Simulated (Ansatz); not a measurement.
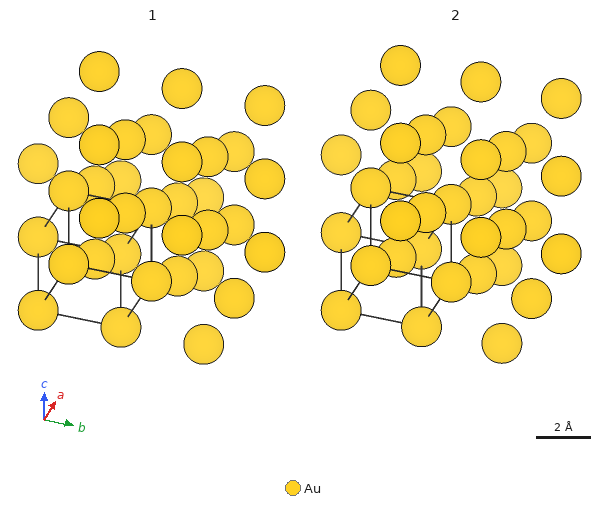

Two geometries of solid Au (set up in Im-3m): one is the relaxed structure, the other was perturbed away from it. The picture is a spheres-only view of the cell of the calculation, repeated 2 × 2 × 2 with one cell outlined, seen from a free direction.

Theory: DFT r2SCAN, scalar-relativistic, plane waves, PAW in Ansatz 0.2.0. (plane-wave cutoff 500 eV; k-point mesh 16 × 16 × 16; occupations gaussian; smearing width 0.1 eV; no spin polarisation)

Question: Which one is perturbed?

Answer: Structure 2 is the perturbed one. Uniaxial strain along c, +6.0 %, is applied. The a and b axes and the atoms are relaxed. The drawn cell changes at constant volume: a = b 3.275 → 3.181 Å (−2.9 %), c 3.275 → 3.472 Å (+6.0 %). The atoms keep their places relative to the cell (all moves are under 0.005 Å). Among the bonded contacts that change: Au–Au 3.275 → 3.181 Å, Au–Au 2.837 → 2.841 Å. The space group (tolerance 0.01 Å) goes from Im-3m (No. 229) to I4/mmm (No. 139). Energy change: −1.5 meV per atom. The pressure goes from 0.3 to 0.3 GPa. The principal stresses (compression positive) are 1.0 GPa along c and none across it.
